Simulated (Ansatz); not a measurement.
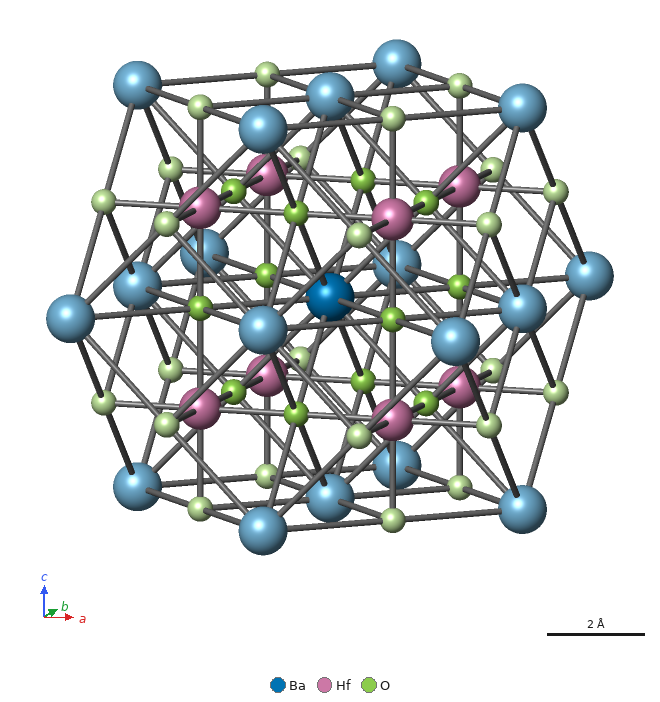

*The structure as given in the input (ball-and-stick view of the cell of the calculation, seen slightly off an axis; neighbours outside the cell are drawn fainter).*

## Geometry relaxation, with input and output: BaHfO$_{3}$

BaHfO$_{3}$ (Pm-3m, 5 atoms in the cell), computed with DFT PBE, scalar-relativistic, plane waves, PAW, no spin polarisation (Ansatz 0.2.0).

The structure was made by a generator, so it may or may not be a known phase.

Log
```
Engine: ansatz 0.2.0, x86_64-unknown-linux-gnu
Pseudopotentials: kind: paw
Pseudopotential: Ba, paw, valence charge 10, recommended cutoff 420 eV (normal), Ba.paw.azcp
Pseudopotential: Hf, paw, valence charge 26, recommended cutoff 420 eV (normal), Hf.paw.azcp
Pseudopotential: O, paw, valence charge 6, recommended cutoff 420 eV (normal), O.paw.azcp
Functional definition: PBE
  parameter kappa = 0.804
  parameter beta = 0.06672455060314922
  exchange = pbe_x(kappa = kappa, mu = beta*pi^2/3)
  correlation = pbe_c(beta = beta)
Crystal: 5 atoms, lattice volume = 74.340 Å³
Basis set: ecut = 420 eV, 1419 PW (Γ), exchange–correlation on 60×60×60 points (8 copies of the dense FFT grid, shifted against one another)
Bands: 33, of which v1, the nominal top of the filled ones, is band 27 counted from 1 (26 counted from 0)
Symmetry: 48 space group operations
Space group: Pm-3m (ITA 221), of the structure as read, at distance tolerance 4.2e-5 Å
k-points: 20 of 216
Non-local potential: Ba, projectors of the file, l = 0: 3, l = 1: 2, l = 2: 2, l = 3: 2
Non-local potential: Hf, projectors of the file, l = 0: 3, l = 1: 2, l = 2: 2, l = 3: 3
Non-local potential: O, projectors of the file, l = 0: 2, l = 1: 2, l = 2: 1
PAW form: soft (Blöchl's): semilocal exchange-correlation on the pseudo side does not see the compensation charge
PAW one-centre angular grid: Ba, 194 points (default); XC on 64 Gauss nodes
PAW one-centre angular grid: Hf, 590 points (default); XC on 64 Gauss nodes
PAW one-centre angular grid: O, 110 points (default); XC on 64 Gauss nodes
Initial density: superposition of atomic densities (neutral atoms: chi_scale 0, normalization atom), corrected by the library's trained network
Initial wavefunctions: pseudopotential atomic-orbital guess
Functional: x = pbe(κ = 0.804, μ = 0.2195149727645171), c = pbe(β = 0.06672455060314922)
SCF iter   1: F=—  HF=-23382.427966 eV  |F-HF|=—  |Δ(HF+E_count)|=         —  Δρ=8.39e-4  dr2=1.22e-4  ethr=1.77e-3  ⟨swp⟩=8.2  Hψ=2993  notcnv=0
preconditioner: auto → Resta (q_TF=auto, 2.587 Å⁻¹)  ε∞=4.3  [insulator: Δε(μ)=3.615 eV  Ē_g=16.987 eV  σ=0.020 eV  W_gap=1.00  n_scr=18 (ndim 8)  ℏωp=31.1 eV  f_vac=0.009  D(μ)=0.00/eV (n_scr^D=0)  ε∞_Penn≈4.3]
SCF iter   2: F=—  HF=-23382.428807 eV  |F-HF|=—  |Δ(HF+E_count)|=   8.41e-4  Δρ=5.85e-4  dr2=1.72e-4  ethr=2.26e-7  ⟨swp⟩=3.2  Hψ=1692  notcnv=0  defer=12
SCF iter   3: F=—  HF=-23382.428892 eV  |F-HF|=—  |Δ(HF+E_count)|=   8.49e-5  Δρ=2.35e-4  dr2=1.25e-5  ethr=2.26e-7  ⟨swp⟩=2.0  Hψ=1072  notcnv=0  defer=14
SCF iter   4: F=—  HF=-23382.428964 eV  |F-HF|=—  |Δ(HF+E_count)|=   7.22e-5  Δρ=1.20e-4  dr2=4.26e-6  ethr=2.31e-8  ⟨swp⟩=2.0  Hψ=1137  notcnv=0  defer=14
SCF iter   5: F=—  HF=-23382.428979 eV  |F-HF|=—  |Δ(HF+E_count)|=   1.48e-5  Δρ=2.07e-5  dr2=2.60e-7  ethr=7.90e-9  ⟨swp⟩=2.0  Hψ=1159  notcnv=0  defer=14
SCF iter   6: F=—  HF=-23382.428978 eV  |F-HF|=—  |Δ(HF+E_count)|=   2.43e-7  Δρ=1.57e-5  dr2=1.92e-7  ethr=1.85e-10  ⟨swp⟩=13.9  Hψ=6004  notcnv=0
SCF iter   7: F=-23382.428978 eV  HF=-23382.428978 eV  |F-HF|=1.96e-9  |Δ(HF+E_count)|=   6.68e-9  Δρ=3.94e-6  dr2=1.07e-8  ethr=1.85e-10  ⟨swp⟩=5.9  Hψ=4137  notcnv=0
SCF 1 converged in 7 iterations: F = -23382.428978 eV  dr2 = 1.07e-8
  greatest PAW one-centre occupation: 0.999 electrons in one spin orbital (limit 2), on the Hf atom at site 1 (counted from 0), in its partial waves of l = 0
relax step   1: F+E_penalty+E_count = -23382.42897841 eV  Δ(F+E_penalty+E_count) = +0.000e0 eV  max|allowed force component| = 2.703e-29 eV/Å  Δτ_max = 0.0000 Å  P = +0.157 GPa  Ω = 74.340 Å³  (7 SCF iters, dr2 threshold 1.00e-7 eV, accepted)
Crystal: 5 atoms, lattice volume = 74.451 Å³
Initial density: handed on by an earlier stage of this run
Initial wavefunctions: those handed on with the density
iter 1 solved again at ethr=3.49e-8 eV; its pass at ethr=3.10e-3 eV (dr2=1.88e-5 eV) is discarded
SCF iter   1: F=—  HF=-23382.428605 eV  |F-HF|=—  |Δ(HF+E_count)|=         —  Δρ=1.31e-4  dr2=1.16e-5  ethr=3.49e-8  ⟨swp⟩=2.0  Hψ=3421  notcnv=0
preconditioner: auto → Resta (q_TF=auto, 2.586 Å⁻¹)  ε∞=4.3  [insulator: Δε(μ)=3.622 eV  Ē_g=16.984 eV  σ=0.020 eV  W_gap=1.00  n_scr=18 (ndim 8)  ℏωp=31.0 eV  f_vac=0.009  D(μ)=0.00/eV (n_scr^D=0)  ε∞_Penn≈4.3]
SCF iter   2: F=—  HF=-23382.428629 eV  |F-HF|=—  |Δ(HF+E_count)|=   2.41e-5  Δρ=5.67e-5  dr2=2.99e-6  ethr=2.15e-8  ⟨swp⟩=2.0  Hψ=1191  notcnv=0
SCF iter   3: F=—  HF=-23382.428629 eV  |F-HF|=—  |Δ(HF+E_count)|=   7.61e-7  Δρ=2.95e-5  dr2=6.67e-7  ethr=5.54e-9  ⟨swp⟩=2.1  Hψ=1020  notcnv=0
SCF iter   4: F=-23382.428629 eV  HF=-23382.428629 eV  |F-HF|=1.99e-8  |Δ(HF+E_count)|=   1.79e-7  Δρ=6.14e-6  dr2=2.94e-8  ethr=1.14e-10  ⟨swp⟩=8.2  Hψ=4792  notcnv=0
SCF 2 converged in 4 iterations: F = -23382.428629 eV  dr2 = 2.94e-8
relax step   2: F+E_penalty+E_count = -23382.42862855 eV  Δ(F+E_penalty+E_count) = +3.499e-4 eV  max|allowed force component| = 7.958e-30 eV/Å  Δτ_max = 0.0000 Å  P = -0.084 GPa  Ω = 74.451 Å³  energy of the carried Pulay correction = -3.747e-4 eV  (4 SCF iters, dr2 threshold 6.17e-8 eV, accepted)
Crystal: 5 atoms, lattice volume = 74.412 Å³
iter 1 solved again at ethr=4.00e-9 eV; its pass at ethr=3.10e-3 eV (dr2=2.16e-6 eV) is discarded
SCF iter   1: F=—  HF=-23382.428744 eV  |F-HF|=—  |Δ(HF+E_count)|=         —  Δρ=4.42e-5  dr2=1.26e-6  ethr=4.00e-9  ⟨swp⟩=2.0  Hψ=3404  notcnv=0
preconditioner: auto → Resta (q_TF=auto, 2.586 Å⁻¹)  ε∞=4.3  [insulator: Δε(μ)=3.621 eV  Ē_g=16.987 eV  σ=0.020 eV  W_gap=1.00  n_scr=18 (ndim 8)  ℏωp=31.0 eV  f_vac=0.009  D(μ)=0.00/eV (n_scr^D=0)  ε∞_Penn≈4.3]
SCF iter   2: F=—  HF=-23382.428770 eV  |F-HF|=—  |Δ(HF+E_count)|=   2.61e-5  Δρ=2.16e-5  dr2=3.44e-7  ethr=2.32e-9  ⟨swp⟩=2.7  Hψ=1219  notcnv=0
SCF iter   3: F=—  HF=-23382.428770 eV  |F-HF|=—  |Δ(HF+E_count)|=   9.86e-8  Δρ=7.79e-6  dr2=3.47e-8  ethr=6.37e-10  ⟨swp⟩=2.1  Hψ=1121  notcnv=0
SCF iter   4: F=-23382.428770 eV  HF=-23382.428770 eV  |F-HF|=5.97e-10  |Δ(HF+E_count)|=   6.97e-9  Δρ=2.98e-6  dr2=2.70e-9  ethr=3.30e-11  ⟨swp⟩=8.1  Hψ=4106  notcnv=0
SCF 3 converged in 4 iterations: F = -23382.428770 eV  dr2 = 2.70e-9
relax step   3: F+E_penalty+E_count = -23382.42876992 eV  Δ(F+E_penalty+E_count) = -1.414e-4 eV  max|allowed force component| = 3.392e-30 eV/Å  Δτ_max = 0.0000 Å  P = -0.000 GPa  Ω = 74.412 Å³  energy of the carried Pulay correction = -2.437e-4 eV  (4 SCF iters, dr2 threshold 1.78e-8 eV, accepted)
Initial wavefunctions: pseudopotential atomic-orbital guess (no wavefunctions were taken with the density)
iter 1 solved again at ethr=4.77e-7 eV; its pass at ethr=3.10e-3 eV (dr2=2.57e-4 eV) is discarded
SCF iter   1: F=—  HF=-23382.429114 eV  |F-HF|=—  |Δ(HF+E_count)|=         —  Δρ=1.73e-5  dr2=5.02e-8  ethr=4.77e-7  ⟨swp⟩=3.0  Hψ=4806  notcnv=0
eigensolver tolerance schedule: the retry pair's looser diagonalisation over-reported the residual by 5130.74 of it (diagonalisation noise at 3.74 of the residual, at the tolerance the schedule requests for it); recorded, not acted on — ethr = c·dr2/N_el stays at c = 1.0e-1
preconditioner: auto → Resta (q_TF=auto, 2.586 Å⁻¹)  ε∞=4.3  [insulator: Δε(μ)=3.622 eV  Ē_g=16.986 eV  σ=0.020 eV  W_gap=1.00  n_scr=18 (ndim 8)  ℏωp=31.0 eV  f_vac=0.009  D(μ)=0.00/eV (n_scr^D=0)  ε∞_Penn≈4.3]
SCF iter   2: F=—  HF=-23382.429138 eV  |F-HF|=—  |Δ(HF+E_count)|=   2.46e-5  Δρ=8.48e-6  dr2=9.15e-9  ethr=9.29e-11  ⟨swp⟩=3.9  Hψ=1738  notcnv=0
SCF iter   3: F=—  HF=-23382.429138 eV  |F-HF|=—  |Δ(HF+E_count)|=   5.13e-9  Δρ=5.71e-6  dr2=3.44e-9  ethr=1.69e-11  ⟨swp⟩=2.0  Hψ=1052  notcnv=0
SCF iter   4: F=—  HF=-23382.429138 eV  |F-HF|=—  |Δ(HF+E_count)|=   8.16e-9  Δρ=1.89e-6  dr2=5.53e-10  ethr=6.38e-12  ⟨swp⟩=2.2  Hψ=1114  notcnv=0
SCF iter   5: F=—  HF=-23382.429138 eV  |F-HF|=—  |Δ(HF+E_count)|=  7.86e-10  Δρ=3.72e-7  dr2=7.82e-11  ethr=1.02e-12  ⟨swp⟩=2.0  Hψ=1200  notcnv=0
SCF iter   6: F=-23382.429138 eV  HF=-23382.429138 eV  |F-HF|=0.00e0  |Δ(HF+E_count)|=  7.28e-12  Δρ=9.83e-8  dr2=3.83e-12  ethr=1.00e-12  ⟨swp⟩=6.2  Hψ=3264  notcnv=0
SCF 4 converged in 6 iterations: F = -23382.429138 eV  dr2 = 3.83e-12
relax step   4: F+E_penalty+E_count = -23382.42913844 eV  Δ(F+E_penalty+E_count) = -3.685e-4 eV  max|allowed force component| = 1.920e-30 eV/Å  Δτ_max = 0.0000 Å  P = +0.006 GPa  Ω = 74.412 Å³  stress off target by 6.00e-3 GPa  SCF on the basis re-selected at this cell (its energy is not comparable with the rows above)  (6 SCF iters)
```

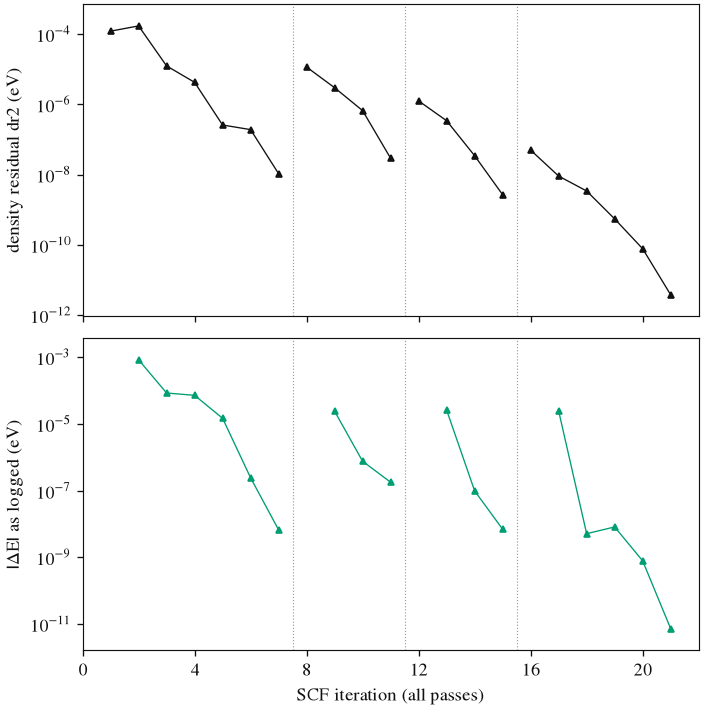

*Convergence of the self-consistent field: density residual dr2 and size of the energy change against the SCF iteration. The dotted lines part the SCF passes of the relaxation: geometry steps, rejected trials and re-solves on a re-selected basis.*

The passes take 7, 4, 4 and 6 iterations.

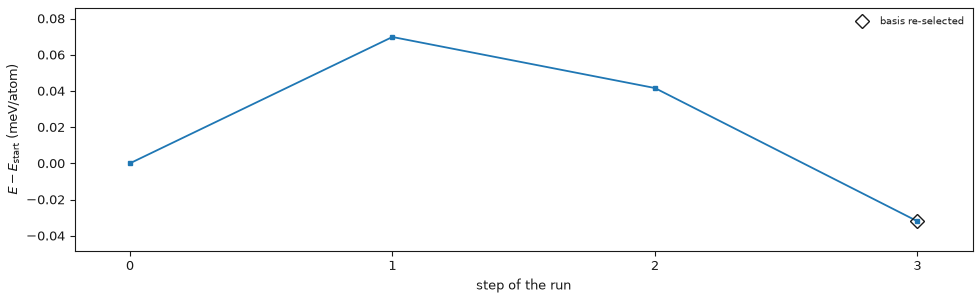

*Progress of the relaxation, step by step (the first geometry is step 0 here and step 1 in the log).*

The energy rises by next to nothing (0.0 meV per atom) in 2 geometry steps. All forces vanish by symmetry, so only the cell relaxes. Pressure: 0.16 GPa at the start and 0.01 GPa at the end. No atom moves by more than 0.005 Å relative to the cell. Cell: a = b = c 4.205 → 4.206 Å (0.0 %). Volume +0.1 %. The space group stays Pm-3m (No. 221). A last SCF at the same geometry on a re-selected plane-wave basis shifts the energy by −0.1 meV per atom.

```
basis re-selected at this cell: Δ(F+E_penalty+E_count) = -3.685e-4 eV, ΔP = +0.006 GPa vs the last step (what re-selecting the basis moved, of the pressure what is left beyond the Pulay correction that the steps carried, after the strain that the cell walked since its last selection, with what the two solves' SCF thresholds leave and, on support functions, any second-order correction that the steps lacked; it is no measure of the basis error at this ecutwfc). This SCF's stress stands 6.00e-3 GPa from its target on what of the cell is left free (relax.cell.stress_tol is 5.00e-2 GPa) and its largest allowed force component is 1.92e-30 eV/Å (relax.f_tol is 1.00e-2 eV/Å): within both
SCF converged after 6 iterations
Free energy (F): -23382.429138 eV
Harris-Foulkes:  -23382.429138 eV  (|F-HF|=0.00e0)
Internal energy: -23382.429138 eV  (E = F + TS)
E sigma→0 (E₀):  -23382.429138 eV
Fermi energy:    13.046296 eV
--- Per-component energies (eV) ---
  E_band       = -64.119160
  E_kinetic    = 1115.853092
  E_local      = -8071.848854  (includes V_loc(G=0)·N_el)
  E_nonlocal   = -1042.148221
  E_hartree    = 3669.919310
  E_xc         = -691.726898
  E_vxc        = -687.204883  (∫ρ·V_xc dr)
  E_paw        = -12627.262175  (= ΣΔE_a)
  E_vpaw       = 1281.383634  (= ΣTr[D̂ρ^β])
  E_aug_tail   = 0.007338  (compensation charges beyond the density's cutoff)
  E_ewald      = -5735.222730
  E_smearing   = -0.000000  (= −TS)
  E_closure    = -0.000000  (closes the sum)
  Σ components = -23382.429138   (vs F -23382.429138, Δ=0.00e0)
--- Forces (eV/Å), atoms counted from 1 ---
  atom   1  Ba     0.00000000     0.00000000    -0.00000000
  atom   2  Hf     0.00000000     0.00000000     0.00000000
  atom   3  O      0.00000000     0.00000000    -0.00000000
  atom   4  O     -0.00000000     0.00000000     0.00000000
  atom   5  O      0.00000000    -0.00000000     0.00000000
  max |Σ_I F_I| component: 3.55e-30 eV/Å
--- Stress (GPa, compression-positive) ---
        0.006003      -0.000000       0.000000
        0.000000       0.006003      -0.000000
        0.000000      -0.000000       0.006003
  P = ⅓ Tr σ = 0.0060 GPa (0.060 kbar)
--- Band table (eV; the first three rows and the last of 20) ---
  k-point 0: bands = ["-48.7494", "-17.5152", "-17.5152", "-17.5152", "-13.9448", "-5.3372", "-4.8168", "-4.8168", "0.8930", "0.8930", "0.8930", "1.3890", "1.3890", "1.3890", "1.4022", "1.4046", "1.4046", "1.4046", "9.5733", "9.5733", "9.5733", "10.3104", "10.3104", "10.3104", "11.0988", "11.0988", "11.0988", "14.8573", "14.8573", "14.8573", "15.9959", "15.9959", "16.9203"]
  k-point 1: bands = ["-48.7493", "-17.5455", "-17.5142", "-17.5142", "-13.9286", "-5.3206", "-4.8116", "-4.7099", "0.9143", "0.9143", "0.9436", "1.3870", "1.3870", "1.4020", "1.4041", "1.4048", "1.4065", "1.4065", "9.1120", "9.5078", "9.5078", "10.0753", "10.0753", "10.1337", "10.4657", "10.9926", "10.9926", "14.9539", "15.4656", "15.4656", "16.4034", "16.4183", "17.5134"]
  k-point 2: bands = ["-48.7491", "-17.6049", "-17.5123", "-17.5123", "-13.8961", "-5.3751", "-4.8011", "-4.3822", "0.9587", "0.9587", "1.0457", "1.3814", "1.3814", "1.4017", "1.4033", "1.4106", "1.4106", "1.4462", "7.9876", "9.3431", "9.3431", "9.7059", "9.7059", "9.7489", "9.8238", "10.8459", "10.8459", "15.1760", "16.7216", "16.7216", "17.2565", "17.3721", "18.8377"]
  k-point 19: bands = ["-48.7481", "-17.6207", "-17.6207", "-17.6207", "-13.8170", "-4.2064", "-4.2064", "-4.2064", "0.4384", "0.4384", "0.4384", "1.4012", "1.4191", "1.4191", "1.4191", "1.4868", "1.4868", "1.4868", "6.8931", "7.6153", "7.6153", "8.7847", "8.7847", "8.7847", "11.2353", "11.2353", "11.2353", "17.2713", "17.2713", "17.2713", "18.8905", "18.8905", "18.8905"]
--- Relaxed structure (3 steps of the walk, 3 accepted, 1 SCFs on fresh bases) ---
  F+E_penalty+E_count = -23382.42913844 eV   max|allowed force component| = 1.920e-30 eV/Å   (the final SCF, on the basis selected at the relaxed cell)
  cell:  # Å, volume = 74.4123 Å³
    - [4.206118363398294, 5.858036914177842e-34, -2.8888949165808538e-34]
    - [5.858036914177842e-34, 4.206118363398294, 0.0]
    - [-2.5679065925163143e-34, 0.0, 4.206118363398294]
  atoms:
    - { symbol: Ba, position: [0.5, 0.5, 0.5] }
    - { symbol: Hf, position: [1.4122776811488185e-35, 4.1986633763943386e-36, 9.542416764520516e-37] }
    - { symbol: O, position: [1.717635017645011e-36, 0.5, -9.542416764517046e-37] }
    - { symbol: O, position: [0.5, 2.290180023479306e-36, -3.816966705826433e-36] }
    - { symbol: O, position: [4.580360046998917e-36, 3.244421699964157e-36, 0.5] }
```

Trajectory as extended XYZ (Å, eV, eV/Å), 4 frames, from step=1 to step=4
```
5
Lattice="4.2048 0.0000 0.0000 0.0000 4.2048 0.0000 0.0000 0.0000 4.2048" Properties=species:S:1:pos:R:3:forces:R:3 step=1 energy=-23382.42898 pressure_GPa=0.16
Ba    2.1024    2.1024    2.1024    0.0000   0.0000   0.0000
Hf    0.0000    0.0000    0.0000    0.0000   0.0000   0.0000
O     0.0000    2.1024    0.0000    0.0000   0.0000   0.0000
O     2.1024    0.0000    0.0000    0.0000   0.0000   0.0000
O     0.0000    0.0000    2.1024    0.0000   0.0000   0.0000
5
Lattice="4.2069 0.0000 0.0000 0.0000 4.2069 0.0000 0.0000 0.0000 4.2069" Properties=species:S:1:pos:R:3:forces:R:3 step=2 energy=-23382.42863 pressure_GPa=-0.08
Ba    2.1034    2.1034    2.1034    0.0000   0.0000   0.0000
Hf    0.0000    0.0000    0.0000    0.0000   0.0000   0.0000
O     0.0000    2.1034    0.0000    0.0000   0.0000   0.0000
O     2.1034    0.0000    0.0000    0.0000   0.0000   0.0000
O     0.0000    0.0000    2.1034    0.0000   0.0000   0.0000
5
Lattice="4.2061 0.0000 0.0000 0.0000 4.2061 0.0000 0.0000 0.0000 4.2061" Properties=species:S:1:pos:R:3:forces:R:3 step=3 energy=-23382.42877 pressure_GPa=-0.00
Ba    2.1031    2.1031    2.1031    0.0000   0.0000   0.0000
Hf    0.0000    0.0000    0.0000    0.0000   0.0000   0.0000
O     0.0000    2.1031    0.0000    0.0000   0.0000   0.0000
O     2.1031    0.0000    0.0000    0.0000   0.0000   0.0000
O     0.0000    0.0000    2.1031    0.0000   0.0000   0.0000
5
Lattice="4.2061 0.0000 0.0000 0.0000 4.2061 0.0000 0.0000 0.0000 4.2061" Properties=species:S:1:pos:R:3:forces:R:3 step=4 energy=-23382.42914 pressure_GPa=0.01
Ba    2.1031    2.1031    2.1031    0.0000   0.0000   0.0000
Hf    0.0000    0.0000    0.0000    0.0000   0.0000   0.0000
O     0.0000    2.1031    0.0000    0.0000   0.0000   0.0000
O     2.1031    0.0000    0.0000    0.0000   0.0000   0.0000
O     0.0000    0.0000    2.1031    0.0000   0.0000   0.0000
```

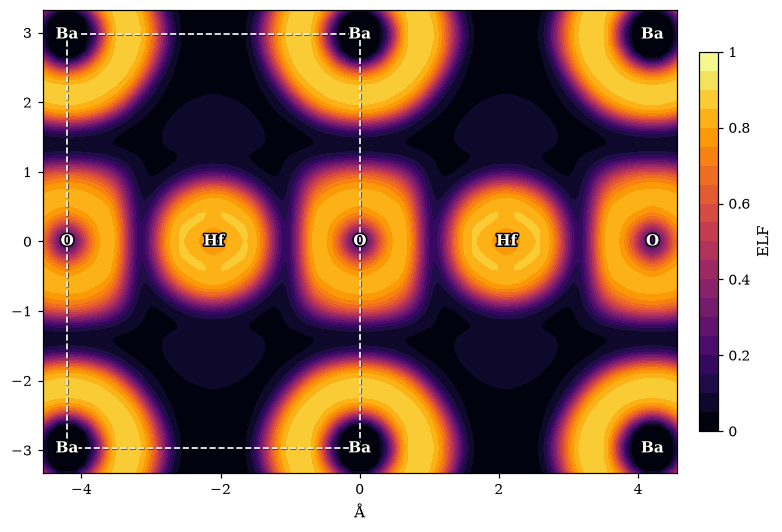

*Electron localisation function on the (011) plane of the conventional cell.*

The section cuts through Ba, Hf and O sites. Hf–O (2.10 Å): the ELF peaks at about 0.85 in the valence shell of O, 0.6 Å from its nucleus, and drops to about 0.15 between the two atoms. The strong features right at Ba and Hf lie inside the PAW spheres (semicore, d or f shells) and say nothing about bonding. In a PAW calculation such maps are meaningful between the atoms, not at the nuclei.

The run was set up as follows.

Input file
```yaml
crystal:
  lattice:
    - [4.2047566668, 0.0, 0.0]
    - [0.0, 4.2047566668, 0.0]
    - [0.0, 0.0, 4.2047566668]
  atoms:
    - { symbol: Ba, position: [0.5, 0.5, 0.5] }
    - { symbol: Hf, position: [0.0, 0.0, 0.0] }
    - { symbol: O, position: [0.0, 0.5, 0.0] }
    - { symbol: O, position: [0.5, 0.0, 0.0] }
    - { symbol: O, position: [0.0, 0.0, 0.5] }
basis:
  ecutwfc: 420
kpoints:
  mp_grid: { grid: [6, 6, 6] }
hamiltonian:
  xc: pbe
scf:
  occupations: { method: gaussian, width: 0.02 }
output:
  forces: true
  stress: true
  eigenvalues: true
  write_density: true
  write_potential: true
  elf: true
  volumetric_format: npy
relax:
  adjacent_minimum: "off"
  f_tol: 0.01
  max_steps: 80
  cell: { stress_tol: 0.05 }
```

Run as:
```bash
ansatz run input.yaml --threads 1 --pin off --max-ram 2048MiB --backend cpu --events-out ev --progress --plain --runs-dir out
```

Results in brief

| quantity | value |
| --- | --- |
| outcome | converged |
| space group (tolerance 0.01 Å) | Pm-3m (221) |
| electrons treated | 54 |
| free energy | −23382.4291 eV |
| Fermi energy | 13.046 eV |
| gap on the k-point mesh | 3.62 eV |
| pressure | 0.01 GPa |
| final volume | 74.41 Å³ |
| largest force (length of the vector) at the end | under 0.001 eV/Å |
| final cell | a = 4.206 Å, b = 4.206 Å, c = 4.206 Å, α = 90.00°, β = 90.00°, γ = 90.00° |
| hardware | 1 thread of Intel Xeon (Granite Rapids), 120 GiB of memory available, shared host |
| wall time | 8.1 s |
| peak memory | 0.46 GiB |

Spin–orbit coupling is left out, which matters for Hf.
